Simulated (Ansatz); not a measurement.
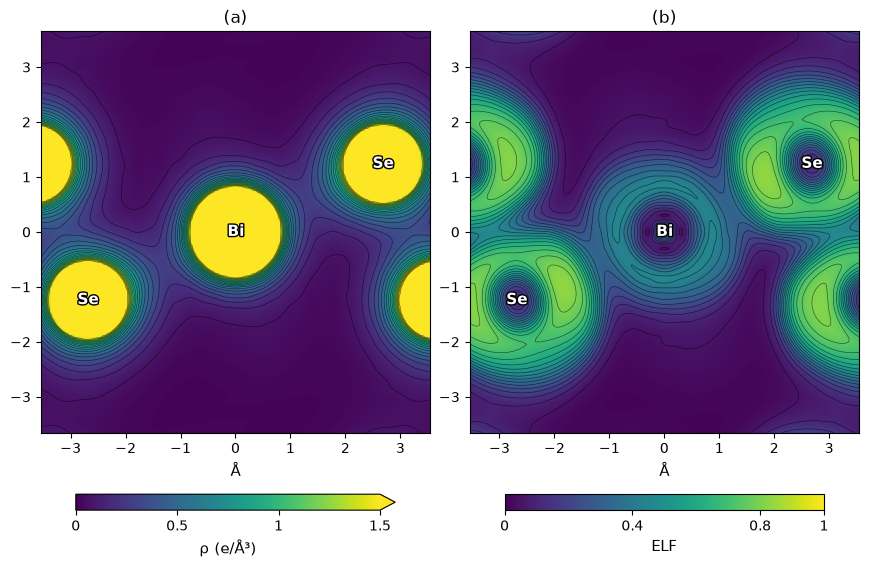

*BiSe2. (a) valence electron density; (b) electron localisation function on the (001) plane of the conventional cell.*

Space group Pnnm; a structure from a database of computed crystals, not necessarily the ambient phase; started from the MgF2-58 prototype, which need not be the ambient phase.

Method: DFT, r2SCAN+rVV10, plane waves, PAW in Ansatz.

Core electrons are frozen (PAW), and the valence fields are smoothed inside the atomic spheres.

**Interpret the plot.**

The section cuts through Bi and Se sites. Bi–Se (2.96 Å): ρ is about 0.28 e/Å³ halfway; the ELF is about 0.40 at the midpoint and 0.30 at its lowest between the atoms. Between the atoms the lowest density in this plane is 0.01 e/Å³. The features right at Bi lie inside the PAW spheres, where the map follows smoothed inner orbitals and isn't to be read closely.
